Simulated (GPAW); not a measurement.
## BN (F-43m): refractive index against wavelength

The refractive index of BN (F-43m) below the direct gap (8.66 eV on the mesh) is read from one computed spectrum, n = √(Re ε).

It takes space group F-43m (No. 216, cubic). The conventional cell has a = 3.615 Å, b = 3.615 Å, c = 3.615 Å, α = 90.00°, β = 90.00°, γ = 90.00°. Around N on site c lie 4 B at 1.57 Å. B on site a has 4 N at 1.57 Å as nearest neighbours.

Method: GPAW 26.7.0, LDA, RPA, k-mesh 24×24×24, local fields up to 50 eV, Lorentzian half width 0.15 eV.

Launch of the response step: `OMP_NUM_THREADS=1 python df.py`. The run took 29 s, its band step included, on 1 thread of Intel(R) Xeon(R) 6975P-C (Granite Rapids), with other jobs on the host.

```
wavelength (nm)  photon energy E (eV)       n
            532                 2.331  2.1706
            450                 2.755  2.1833
            405                 3.061       ?
            365                 3.397  2.2076
            308                 4.025  2.2381
            266                 4.661  2.2771
            248                 4.999  2.3019
```

In the single-oscillator model n² − 1 = E₀E_d/(E₀² − E²), so 1/(n² − 1) = E₀/E_d − E²/(E₀E_d) is linear in E².

Working, on the rows shown:

| x = E² (eV²) | y = 1/(n² − 1) |
| --- | --- |
| 5.43137 | 0.269433 |
| 7.59115 | 0.265477 |
| 11.5384 | 0.258165 |
| 16.2043 | 0.249433 |
| 21.7255 | 0.238938 |
| 24.9936 | 0.232626 |

Means: x̄ = 14.581, ȳ = 0.25235. Σ(x − x̄)(y − ȳ) = -0.5717, Σ(x − x̄)² = 303.9. Slope = -0.5717 / 303.9 = -0.001881; intercept = ȳ − slope · x̄ = 0.27977. Turned back into n, the line misses the rows shown by at most 0.00053.

Q: Predict the last column of the withheld row from the fit.

A: At x = 9.3718 the line gives y = 0.26214, that is 2.1942. The run gave 2.1941, so the interpolation is off by 0.00014, 0.1 % of the range in the table.

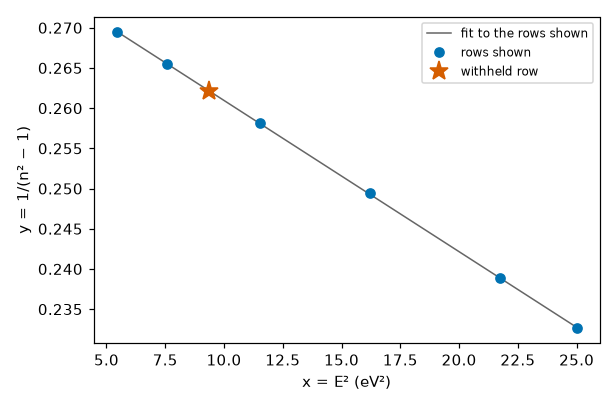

Refitted with all rows, the slope is -0.001882 and the intercept 0.27979. These give E₀ = √(intercept/−slope) = 12.19 eV and E_d = E₀/intercept = 43.6 eV; E₀ is 1.4 times the direct gap. The electronic limit at long wavelengths, without lattice vibrations, is n = √(1 + 1/intercept) = 2.139. Excitons are left out; LDA gaps are as a rule too small. The values come from a sum over the points of one k-mesh and carry its error, which grows as the direct gap shrinks. The local-field cutoff holds few shells of reciprocal vectors for this small cell, so ε∞ can read a few per cent high.

[Logs are printed without paths, hosts, clocks, repeated set-up lines and the standing remarks that a program may print on its own settings, such as how far it seeks lower states.]
